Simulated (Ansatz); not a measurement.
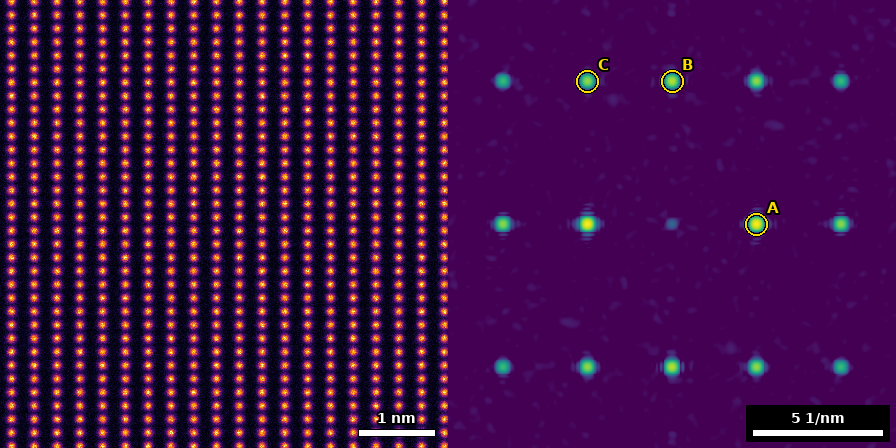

HAADF-like image of a crystal. Simulation: incoherent imaging, intensity Z^1.7 per atom, probe width 0.88 Å, thin sample. The probe carries 25 % of its weight in a tail 2.5 times as wide. Shot noise was added.

The right panel is the modulus of the image's Fourier transform on a logarithmic scale.

Question: Which lattice spacings do the marked spots stand for, and what angle do A and B enclose?

Answer: A: 3.1 Å, B: 1.8 Å, C: 1.6 Å; A and B enclose about 90°.

The crystal is Bi (P6_3/mmc, No. 194) along [210]; the spots are (004), (1 -2 0) and (1 -2 -4). Atomic positions: the input geometry of an electronic-structure calculation (not necessarily at equilibrium); the starting structure was generated, so it need not be a known form of this composition.
